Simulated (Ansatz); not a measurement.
Cell and atoms:

```yaml
crystal:
  lattice:
    - [3.91314, 0.00000, 0.00000]
    - [0.00000, 3.91314, 0.00000]
    - [0.00000, 0.00000, 9.47758]
  atoms:
    - { symbol: Sn, position: [0.00000, 0.50000, 0.25000] }
    - { symbol: Sn, position: [0.00000, 0.00000, 0.00000] }
    - { symbol: O, position: [0.50000, 0.50000, 0.28629] }
    - { symbol: O, position: [0.00000, 0.50000, 0.46371] }
    - { symbol: O, position: [0.00000, 0.00000, 0.21371] }
    - { symbol: O, position: [0.00000, 0.50000, 0.03629] }
    - { symbol: Sn, position: [0.50000, 0.00000, 0.75000] }
    - { symbol: Sn, position: [0.50000, 0.50000, 0.50000] }
    - { symbol: O, position: [0.00000, 0.00000, 0.78629] }
    - { symbol: O, position: [0.50000, 0.00000, 0.96371] }
    - { symbol: O, position: [0.50000, 0.50000, 0.71371] }
    - { symbol: O, position: [0.50000, 0.00000, 0.53629] }
```

Question: Work out the structure from the coordinates.

Answer: Its composition is SnO$_{2}$. It takes space group I4_1/amd (No. 141) on a body-centred tetragonal lattice. Its structure type: anatase. The cell has 12 atoms, namely 4 Sn, 8 O. Each Sn atom is coordinated by six O in a distorted octahedral arrangement at 1.99 to 2.03 Å. The coordination shell of O holds three Sn at 1.99 to 2.03 Å. The bonds build a three-dimensional framework.

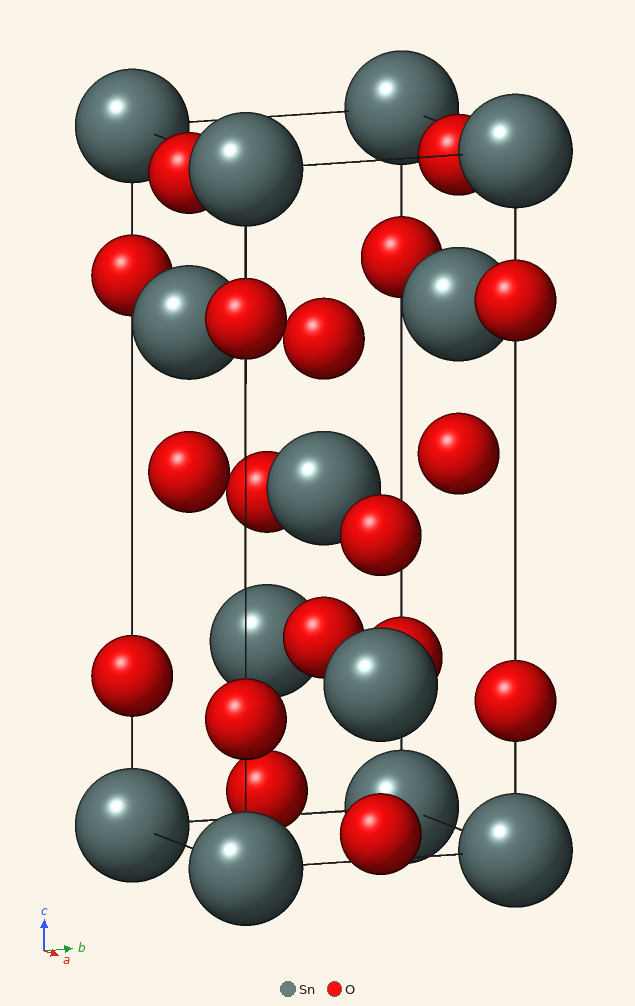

The image is a spheres-only drawing of a crystal, viewed slightly off an axis. The conventional unit cell is drawn as a box. Colours: tin teal, oxygen red.

Provenance: a structure listed in the Materials Project. It was relaxed at fixed volume with DFT PBEsol, scalar-relativistic, plane waves, PAW in Ansatz.

At this level of theory the cell isn't at rest (compressed, at 24 GPa), so its distances can differ from those at equilibrium, the more so the softer the solid.
